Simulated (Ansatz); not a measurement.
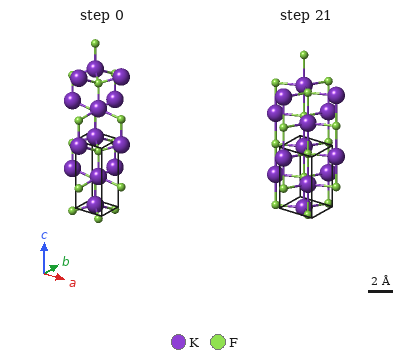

The structure of solid KF (a generated structure, set up in P6_3mc) before (left) and after (right) a relaxation, at one scale.

The picture is a ball-and-stick view of the cell of the calculation, repeated 1 × 1 × 2 with one cell outlined, seen slightly off an axis.

Case: cell and atoms relaxed from a first guess.

All numbers below come from DFT, PBE, PAW with Ansatz's default frozen-core files, scalar-relativistic in Ansatz.

Input
```yaml
crystal:
  lattice:
    - [3.6645736486, 0.0, 0.0]
    - [-1.8322868243, 3.1736138737, 0.0]
    - [0.0, 0.0, 5.9732550472]
  atoms:
    - { symbol: K, position: [0.3333333333, 0.6666666667, 0.0] }
    - { symbol: K, position: [0.6666666667, 0.3333333333, 0.5] }
    - { symbol: F, position: [0.3333333333, 0.6666666667, 0.376] }
    - { symbol: F, position: [0.6666666667, 0.3333333333, 0.876] }
kpoints:
  mp_grid: { grid: [11, 11, 6] }
scf:
  occupations: { method: fermi_dirac, width: 0.03 }
hamiltonian:
  xc: pbe
  pseudopotentials: { kind: paw }
output:
  forces: true
  stress: true
relax:
  f_tol: 0.005
  max_steps: 80
  cell: {}
```

Run as
```bash
ansatz run input.yaml --threads 1 --pin off --max-ram 3072MiB --backend cpu --events-out ev --progress --plain --runs-dir out
```

### Describe what moved and what it gained.

Over 16 accepted moves (21 points after the start) the energy falls by 1.856 eV per cell of the calculation. Largest force component: 0.018 eV/Å at the start, under 0.0001 eV/Å at the end. Pressure: 22.31 GPa at the start and 0.01 GPa at the end. The line search rejected the trial step at point 13 of the run. At 4 points the geometry stayed and the basis and grid were re-selected for the new cell (energy shift of 0.249 eV per cell of the calculation at most each time). The largest moves relative to the cell, 0.33 Å, are those of K1, K2, F3 and F4. F3 goes along +c. By element the largest moves are F 0.33 Å, K 0.33 Å. The drawn cell changes as follows: a = b 3.665 → 4.547 Å (+24.1 %), c 5.973 → 5.375 Å (−10.0 %); the volume changes by +38.6 %. Some distances before and after: K1–F3 3.727 → 2.688 Å, K1–F3 (another image) 2.246 → 2.688 Å, K1–F4 2.242 → 2.625 Å. New bonds form: K1–F3 (3.73 → 2.69 Å), K2–F4 (3.73 → 2.69 Å). Among the angles between lasting bonds that change: K1–F3–K2 109.3° → 90.0°, F3–K1–F4 109.3° → 90.0°, F4–K1–F4 109.6° → 120.0°. The space group (tolerance 0.01 Å) goes from P6_3mc (No. 186) to P6_3/mmc (No. 194). The run took 120 s on 1 thread of Intel(R) Xeon(R) Platinum 8559C (Emerald Rapids), with other jobs on the host, peak memory 0.47 GiB.
